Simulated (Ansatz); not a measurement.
Single-point calculation, with input and output: Ti3Al5

- system: Ti3Al5 (8 atoms in the cell)
- method: DFT PBEsol, scalar-relativistic, plane waves, PAW, no spin polarisation (Ansatz 0.2.0)

The structure derives from a Materials Project entry. Figures and captions count atoms from 1; the log counts them from 0 in places.

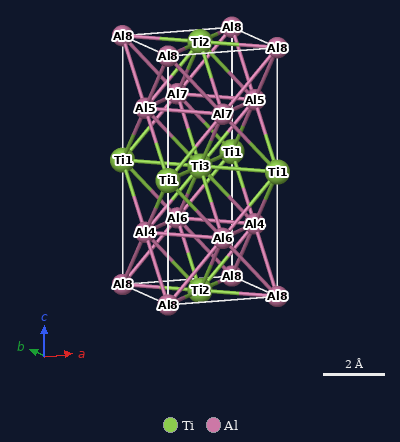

*The input geometry (ball-and-stick view of the cell of the calculation, seen slightly off an axis; atoms are numbered from 1 in the order of the input). An atom can appear more than once, as a periodic image.*

### The input
```yaml
crystal:
  lattice:
    - [3.89538318, 0.0, 0.0]
    - [0.0, 3.89538318, 0.0]
    - [0.0, 0.0, 8.32602421]
  atoms:
    - { symbol: Ti, position: [0.0, 0.0, 0.5] }
    - { symbol: Ti, position: [0.5, 0.5, 0.0] }
    - { symbol: Ti, position: [0.5, 0.5, 0.5] }
    - { symbol: Al, position: [0.0, 0.5, 0.25048797] }
    - { symbol: Al, position: [0.0, 0.5, 0.74951203] }
    - { symbol: Al, position: [0.5, 0.0, 0.25048797] }
    - { symbol: Al, position: [0.5, 0.0, 0.74951203] }
    - { symbol: Al, position: [0.0, 0.0, 0.0] }
basis:
  ecutwfc: 420
kpoints:
  mp_grid: { grid: [6, 6, 2] }
hamiltonian:
  xc: pbesol
scf:
  occupations: { method: gaussian, width: 0.1 }
output:
  forces: true
  stress: true
  eigenvalues: true
```

Hardware: 4 threads of AMD EPYC (Zen 5), 32 GiB of memory available, shared host.

Run as:
```bash
ansatz run input.yaml --threads 4 --pin off --max-ram 12288MiB --backend cpu --events-out ev --progress --plain --runs-dir out
```

### Output
```
Engine: ansatz 0.2.0, x86_64-unknown-linux-gnu
Pseudopotentials: kind: paw
Pseudopotential: Ti, paw, valence charge 12, recommended cutoff 420 eV (normal), Ti.paw.azcp
Pseudopotential: Al, paw, valence charge 3, recommended cutoff 420 eV (normal), Al.paw.azcp
Functional definition: PBEsol
  exchange = pbesol_x
  correlation = pbesol_c
Crystal: 8 atoms, lattice volume = 126.339 Å³
Basis set: ecut = 420 eV, 2483 PW (Γ), exchange–correlation on 54×54×120 points (8 copies of the dense FFT grid, shifted against one another)
Bands: 34, of which v1, the nominal top of the filled ones, is band 26 counted from 1 (25 counted from 0)
Symmetry: 16 space group operations
Space group: P4/mmm (ITA 123), of the structure as read, at distance tolerance 5.0e-5 Å
k-points: 20 of 72
Non-local potential: Ti, projectors of the file, l = 0: 3, l = 1: 2, l = 2: 3, l = 3: 1
Non-local potential: Al, projectors of the file, l = 0: 2, l = 1: 2, l = 2: 1
PAW form: soft (Blöchl's): semilocal exchange-correlation on the pseudo side does not see the compensation charge
PAW frozen core: Ti, regenerated for the run's functional, and the local potential with it (the file was generated under x = pbe(κ = 0.804, μ = 0.2195149727645171), c = pbe(β = 0.06672455060314922))
PAW frozen core: Al, regenerated for the run's functional, and the local potential with it (the file was generated under x = pbe(κ = 0.804, μ = 0.2195149727645171), c = pbe(β = 0.06672455060314922))
PAW one-centre angular grid: Ti, 590 points (default); XC on 64 Gauss nodes
PAW one-centre angular grid: Al, 110 points (default); XC on 64 Gauss nodes
Initial density: superposition of atomic densities (neutral atoms: chi_scale 0, normalization atom), corrected by the library's trained network
Initial wavefunctions: pseudopotential atomic-orbital guess
Functional: x = pbesol(κ = 0.804, μ = 0.12345679012345678), c = pbesol(β = 0.046)
SCF iter   1: F=—  HF=-10047.676815 eV  |F-HF|=—  |Δ(HF+E_count)|=         —  Δρ=1.33e-2  dr2=7.05e-1  ethr=1.77e-3  ⟨swp⟩=6.4  Hψ=3093  notcnv=0
preconditioner: auto → Kerker (q_TF=auto, 2.345 Å⁻¹)  [metal: Δε(μ)=0.050 eV  Ē_g=4.680 eV  σ=0.100 eV  W_gap=0.28  n_scr=30 (ndim 8)  ℏωp=17.2 eV  f_vac=0.000  D(μ)=5.44/eV (n_scr^D=54)]
SCF iter   2: F=—  HF=-10047.642834 eV  |F-HF|=—  |Δ(HF+E_count)|=   3.40e-2  Δρ=5.92e-3  dr2=1.59e-1  ethr=1.38e-3  ⟨swp⟩=2.0  Hψ=927  notcnv=0  defer=15
SCF iter   3: F=—  HF=-10047.633204 eV  |F-HF|=—  |Δ(HF+E_count)|=   9.63e-3  Δρ=7.12e-4  dr2=9.00e-4  ethr=3.12e-4  ⟨swp⟩=2.0  Hψ=693  notcnv=0  defer=26
SCF iter   4: F=—  HF=-10047.633092 eV  |F-HF|=—  |Δ(HF+E_count)|=   1.12e-4  Δρ=1.70e-4  dr2=9.60e-5  ethr=1.77e-6  ⟨swp⟩=2.1  Hψ=859  notcnv=0  defer=26
SCF iter   5: F=—  HF=-10047.633059 eV  |F-HF|=—  |Δ(HF+E_count)|=   3.31e-5  Δρ=4.70e-5  dr2=4.42e-6  ethr=1.88e-7  ⟨swp⟩=2.0  Hψ=885  notcnv=0  defer=35
SCF iter   6: F=—  HF=-10047.633059 eV  |F-HF|=—  |Δ(HF+E_count)|=   6.57e-7  Δρ=1.22e-5  dr2=2.90e-7  ethr=8.66e-9  ⟨swp⟩=2.5  Hψ=1021  notcnv=0  defer=35
SCF iter   7: F=-10047.633059 eV  HF=-10047.633059 eV  |F-HF|=2.84e-9  |Δ(HF+E_count)|=   4.98e-8  Δρ=2.01e-6  dr2=5.79e-9  ethr=1.96e-10  ⟨swp⟩=10.0  Hψ=2735  notcnv=0
SCF 1 converged in 7 iterations: F = -10047.633059 eV  dr2 = 5.79e-9
  greatest PAW one-centre occupation: 0.999 electrons in one spin orbital (limit 2), on the Ti atom at site 0 (counted from 0), in its partial waves of l = 0
```

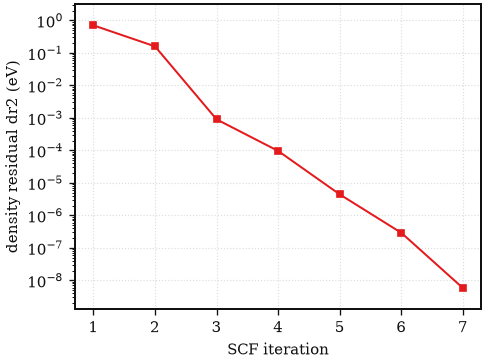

*Convergence of the self-consistent field: density residual dr2 against the SCF iteration.*

The residual falls at every step.

```
SCF converged after 7 iterations
Free energy (F): -10047.633059 eV
Harris-Foulkes:  -10047.633059 eV  (|F-HF|=2.84e-9)
Internal energy: -10047.598247 eV  (E = F + TS)
E sigma→0 (E₀):  -10047.615653 eV
Entropy (-TS):   -0.034812 eV (-4.351 meV/atom)
Fermi energy:    10.449567 eV
--- Per-component energies (eV) ---
  E_band       = -476.845526
  E_kinetic    = 938.878933
  E_local      = -3684.572483  (includes V_loc(G=0)·N_el)
  E_nonlocal   = 83.006085
  E_hartree    = 1616.531507
  E_xc         = -490.206579
  E_vxc        = -514.337708  (∫ρ·V_xc dr)
  E_paw        = -5343.728368  (= ΣΔE_a)
  E_vpaw       = -532.884713  (= ΣTr[D̂ρ^β])
  E_aug_tail   = 0.000348  (compensation charges beyond the density's cutoff)
  E_ewald      = -3168.021540
  E_core_change = 0.513848  (= ΣΔE_core)
  E_smearing   = -0.034812  (= −TS)
  E_closure    = -0.000000  (closes the sum)
  Σ components = -10047.633059   (vs F -10047.633059, Δ=0.00e0)
--- Forces (eV/Å), atoms counted from 1 ---
  atom   1  Ti    -0.00000000     0.00000000     0.00000000
  atom   2  Ti    -0.00000000    -0.00000000     0.00000000
  atom   3  Ti     0.00000000     0.00000000     0.00000000
  atom   4  Al     0.00000000     0.00000000     0.10824411
  atom   5  Al     0.00000000     0.00000000    -0.10824411
  atom   6  Al     0.00000000     0.00000000     0.10824411
  atom   7  Al     0.00000000     0.00000000    -0.10824411
  atom   8  Al    -0.00000000    -0.00000000     0.00000000
  max |Σ_I F_I| component: 4.40e-29 eV/Å
--- Stress (GPa, compression-positive) ---
       -1.179617       0.000000       0.000000
        0.000000      -1.179617       0.000000
        0.000000       0.000000      -1.120234
  P = ⅓ Tr σ = -1.1598 GPa (-11.598 kbar)
--- Band table (eV; the first three rows and the last of 20) ---
  k-point 0: bands = ["-45.9610", "-45.8387", "-45.5062", "-22.3675", "-22.3624", "-22.3624", "-22.3554", "-22.3104", "-22.3104", "-21.9825", "-21.7363", "-21.7363", "0.6114", "2.2771", "3.9758", "7.5041", "8.1400", "8.5326", "8.5326", "8.5621", "8.8457", "9.5176", "9.5176", "9.6840", "10.3015", "10.6571", "10.6571", "11.1539", "11.4797", "12.5167", "12.6688", "12.7269", "12.7269", "13.1793"]
  k-point 1: bands = ["-45.9610", "-45.8387", "-45.5062", "-22.3624", "-22.3624", "-22.3622", "-22.3607", "-22.3104", "-22.3104", "-21.9825", "-21.7363", "-21.7363", "0.8806", "1.5682", "5.4103", "6.1819", "7.5756", "8.4140", "8.5979", "8.5979", "9.3052", "9.3052", "9.6863", "10.0334", "10.3797", "10.8890", "11.0944", "11.0944", "11.1482", "12.3617", "12.3617", "12.7417", "12.7417", "12.9150"]
  k-point 2: bands = ["-45.9607", "-45.8340", "-45.5106", "-22.3682", "-22.3651", "-22.3620", "-22.3532", "-22.2855", "-22.2809", "-21.9857", "-21.7728", "-21.7678", "0.8918", "2.5043", "4.2623", "6.8210", "7.4933", "8.0565", "8.4032", "8.7320", "8.8975", "9.3067", "9.4491", "9.8421", "10.4810", "10.7494", "11.0962", "11.0997", "11.5957", "12.3051", "12.3927", "12.4676", "12.7436", "13.3055"]
  k-point 19: bands = ["-45.9590", "-45.8181", "-45.5236", "-22.3922", "-22.3922", "-22.3823", "-22.3823", "-22.3562", "-22.3432", "-21.9935", "-21.6885", "-21.6885", "4.5249", "5.2623", "5.2623", "5.9450", "5.9450", "6.0025", "6.4006", "6.5155", "8.0566", "8.0566", "9.4218", "9.4221", "9.4221", "9.6990", "10.0125", "11.7757", "11.8707", "12.1059", "12.3219", "12.5226", "12.6642", "12.8148"]
```

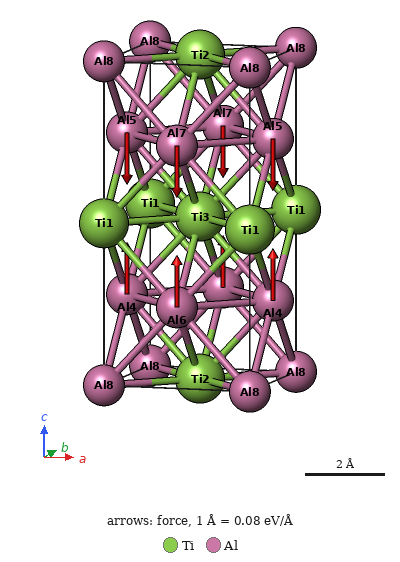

*Forces on the atoms as red arrows (ball-and-stick view of the cell of the calculation, seen slightly off an axis; atoms are numbered from 1 in the order of the input).*

The largest act on Al4, Al5, Al6, Al7 (0.11 eV/Å). The geometry is not a stationary point of this energy.

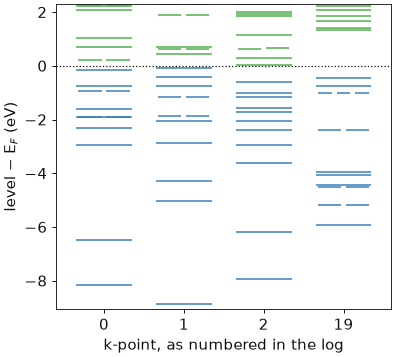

*Kohn–Sham levels near the Fermi level (dotted) at the few k-points that the log prints; levels within 0.02 eV of each other stand side by side.*

The system is metallic on the full mesh.

### Summary

- outcome: converged
- space group (tolerance 0.01 Å): P4/mmm (123)
- electrons treated: 51
- free energy: −10047.6331 eV
- Fermi energy: 10.450 eV
- gap on the k-point mesh: none (metallic)
- pressure: −1.16 GPa
- largest force (length of the vector): 0.108 eV/Å
- wall time: 0.61 s (CPU time 2 s)
- peak memory: 0.51 GiB
